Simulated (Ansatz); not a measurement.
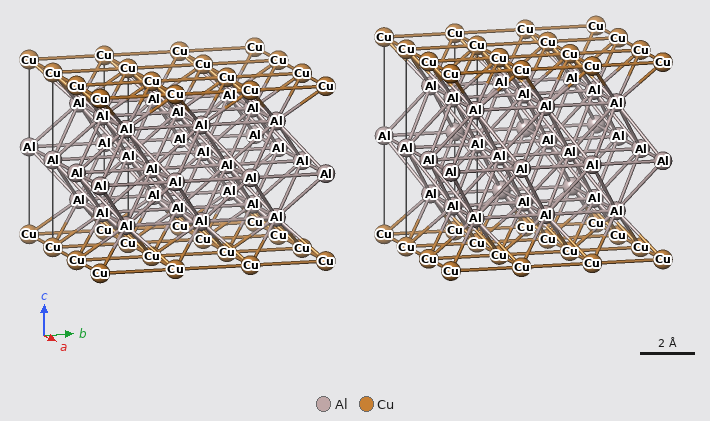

Two geometries of a crystal of Al3Cu (set up in P4/mmm), drawn at one scale. One is the start of a relaxation, the other its converged end. The picture is a ball-and-stick view of the cell of the calculation, repeated 3 × 3 × 1 with one cell outlined, seen slightly off an axis.

Theory: DFT PBEsol, scalar-relativistic, plane waves, PAW in Ansatz 0.2.0. (plane-wave cutoff 420 eV; k-point mesh 4 × 4 × 2; occupations gaussian; smearing width 0.1 eV; no spin polarisation; cell and atoms relaxed; force threshold 0.01 eV/Å; at most 60 steps)

> Which of the two is the end point?

The left one is the relaxed one. Case: relaxed kmesh: [4, 4, 2] Gamma-centred. The largest moves relative to the cell, 0.011 Å, are those of Al atoms. Cu stays in place. The volume changes by +0.4 %, with a = b 2.778 → 2.958 Å (+6.4 %), c 7.513 → 6.659 Å (−11.4 %). Among the contacts that change: Al–Al 2.778 → 2.958 Å, Cu–Cu 2.778 → 2.958 Å, Al–Al 2.845 → 2.782 Å, Al–Cu 2.597 → 2.570 Å. The space group stays P4/mmm (No. 123). The energy falls by 44.0 meV per atom in 8 accepted moves (10 points after the start). Largest force component: 0.29 eV/Å at the start, 0.002 eV/Å at the end. Pressure: 0.94 GPa at the start and 0.01 GPa at the end. The SCF was repeated twice at an unchanged geometry on a basis and grid sized afresh for the cell, which shifted the energy by 1.0 meV per atom at most. Cost: 13 s on 1 thread of Oxide Virtual Turin-like Processor (Zen 5), on a shared host, peak memory 0.36 GiB.

Limits of the set-up: the k-point mesh is coarse for a cell with partly filled bands.
